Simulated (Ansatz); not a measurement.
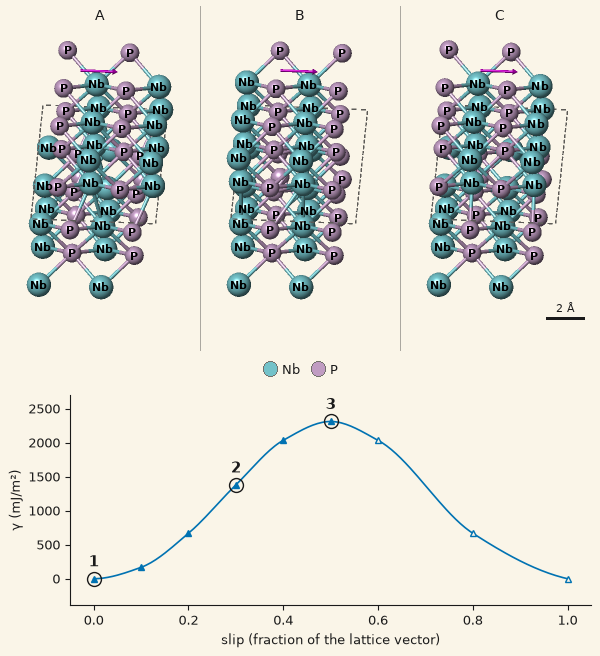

Energy scan for a crystal of NbP (I4_1md), in which the crystal above a cut along the (0 0 1) plane of the conventional cell (between a plane of P below and one of Nb above, 1.89 Å apart) is slid rigidly by fractions of an in-plane lattice vector 3.32 Å long (a generalised stacking fault). One cut stands in each cell, which starts 11.3 Å high; nothing is relaxed, and the dashed outline marks the cut, the arrow on top the direction of slip. The frames are shuffled; the numbered points of the plot belong to them. Hollow markers are points alike by symmetry, not computed again. A ball-and-stick model of the layers on both sides of the cut, seen obliquely from above.

These are results of DFT PBEsol, scalar-relativistic, plane waves, PAW in Ansatz 0.2.0, not measurements. Set-up: plane-wave cutoff 420 eV; k-point mesh 14 × 14 × 4; occupations gaussian; smearing width 0.15 eV; no spin polarisation. Energies (free energies at the smearing named) are counted from the relaxed crystal.

Question: Match the frames to the points.

Answer: Point 1 is frame C (the slip 0.00, 0 mJ/m²); 2 is frame A (the slip 0.30, 1379 mJ/m²); 3 is frame B (the slip 0.50, 2311 mJ/m²). The curve starts and ends at zero, since a full lattice vector restores the crystal. Its highest computed point is 2311 mJ/m² at slip 0.50. The points are too sparse to place its extrema closely. Relaxation across the fault would lower the values.
